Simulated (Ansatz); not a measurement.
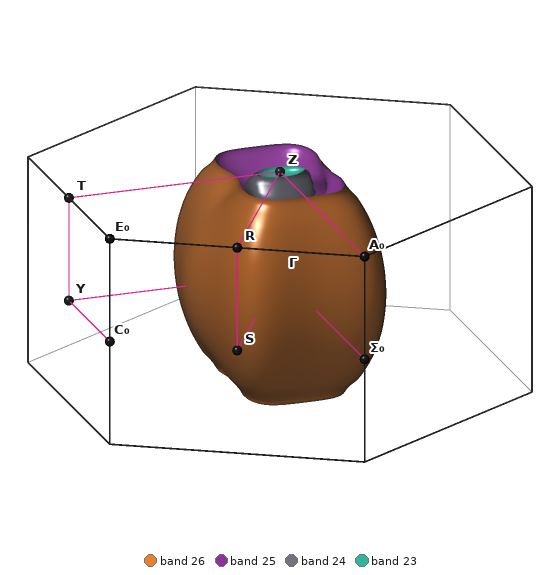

Constant-energy surfaces of KI in space group Cmcm, 0.20 eV below the valence-band maximum (one colour a band).

Theory: Ansatz 0.2.0, DFT PBE, scalar-relativistic, plane waves, PAW; levels and slopes on a dense k mesh at the converged density. No spin polarisation. The levels come from a k mesh of 24×24×12 points. Unrelaxed database geometry. The cell comes from a database of computed structures, not from a measurement.

Masses come from a second pass at points close to the extrema; at the energies drawn a band may no longer be parabolic.

### Where are the valleys, how many are there, and what are their masses?

Band 26 forms the valence edge; band 25 begins 0.06 eV lower (at Γ), band 24 begins 0.16 eV lower (on the Γ–Z line) and band 23 begins 0.19 eV lower (at Z). The surfaces also take in Z, where this band lies 0.13 eV below its edge. Within this energy: one maximum at Γ, principal masses 0.49, 2.37 and 3.02 mₑ.

### And the gap?

The gap is direct, 3.75 eV at this level of theory (semilocal functionals give gaps that are too small, and can reorder valleys that lie close).

Where one band's surface lies inside another's, the outer one hides all or part of it.

Spin-orbit coupling, left out here, can change the gap, its kind, the place of the band edges and the masses, since the compound holds I.

The run (self-consistency and the dense mesh) took 5.4 min on 1 thread of Arm Neoverse V2, on a shared host, peak memory 2.8 GiB.
